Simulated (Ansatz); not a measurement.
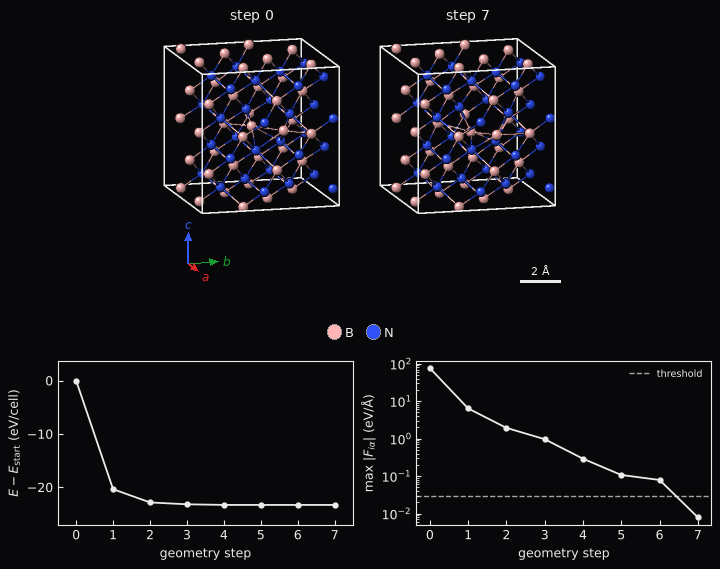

First and last geometry of a relaxation of a defect cell of composition B$_{33}$N$_{32}$ (cell charge +2), with the history of the run. The picture is a ball-and-stick view of the cell of the calculation (origin shifted), seen slightly off an axis.

These are results of DFT, PBEsol, PAW, plane waves in Ansatz, not measurements. Set-up: plane-wave cutoff 420 eV; k-point mesh 1 × 1 × 1; mesh shifted by (0.25, 0.25, 0.25); collinear spin; atoms relaxed in a fixed cell; force threshold 0.03 eV/Å; at most 80 steps.

Question: Read the history and describe the run.

Answer: It converged. Over 7 geometry steps the energy falls by 23.317 eV per cell of the calculation. The largest force component goes from 76 to 0.0079 eV/Å. A B atom moves most: 0.33 Å along [1 1 −2]. Largest moves by element: B 0.33 Å, N 0.19 Å. The cell doesn't change. Some distances before and after: B–N 0.919 → 1.403 Å, B–N 0.988 → 1.409 Å, B–B 1.861 → 1.511 Å, B–B 1.615 → 1.945 Å. Among the angles between lasting bonds that change: N–B–N 88.2° → 103.4°, N–B–N 91.5° → 103.2°, B–N–B 104.6° → 115.1°. The run took 84 s on 7 threads of Arm Neoverse-V2, peak memory 1.2 GiB.

Limits of the set-up: the periodic images lie only 7.2 Å apart, so the values are limited by the cell's size; the cell is charged, on a uniform background, and energies carry no finite-size correction.
